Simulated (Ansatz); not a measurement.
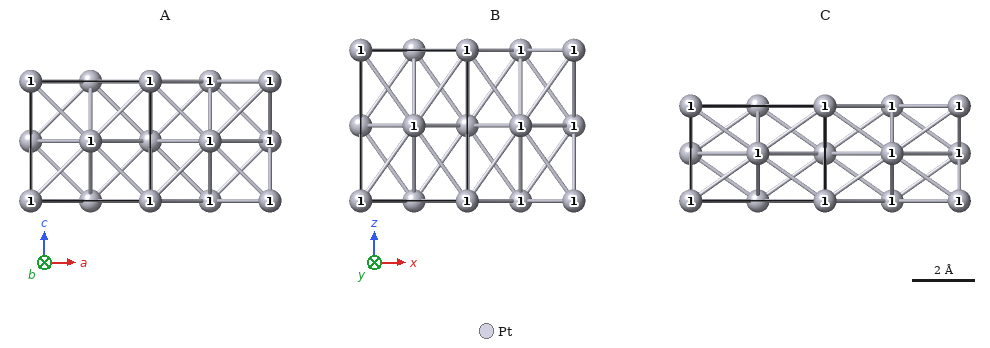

A crystal of Pt (Fm-3m): the ratio of the cell's length along z to its lengths across, counted as 1 for the reference, is changed at fixed volume (a tetragonal or Bain path), with the atoms kept at their fractional coordinates. x, y and z are the Cartesian axes of the input. A ball-and-stick model of the conventional cell (4 times the calculation's cell), repeated 2 × 2 × 1 with one cell outlined, seen along the b axis. Lengths and directions refer to the drawn axes.

Computed with Ansatz, DFT r2SCAN, scalar-relativistic, plane waves, PAW. Set-up: plane-wave cutoff 500 eV; k-point mesh 24 × 24 × 24; occupations gaussian; smearing width 0.15 eV; no spin polarisation. Energies (free energies at the smearing named) are counted from the cell as listed in its source, which wasn't relaxed.

Q: Order these geometries by energy, lowest first.

A: Lowest first: A (the relative ratio 1.00, 0 meV/atom), C (the relative ratio 0.707, 106 meV/atom), B (the relative ratio 1.414, 625 meV/atom). Over the whole scan: of the computed points the lowest is at the relative ratio 1.00, 0 meV/atom. The end points stand at 106 meV/atom (0.707) and 625 meV/atom (1.414). The unrelaxed reference is under a pressure of 5.4 GPa. The distortion takes the space group from Fm-3m to I4/mmm, except for Im-3m at 0.707. At the relative ratio 1.414 the cell of the drawing goes a 3.916 → 3.489 Å, b 3.916 → 3.489 Å, c 3.916 → 4.933 Å.
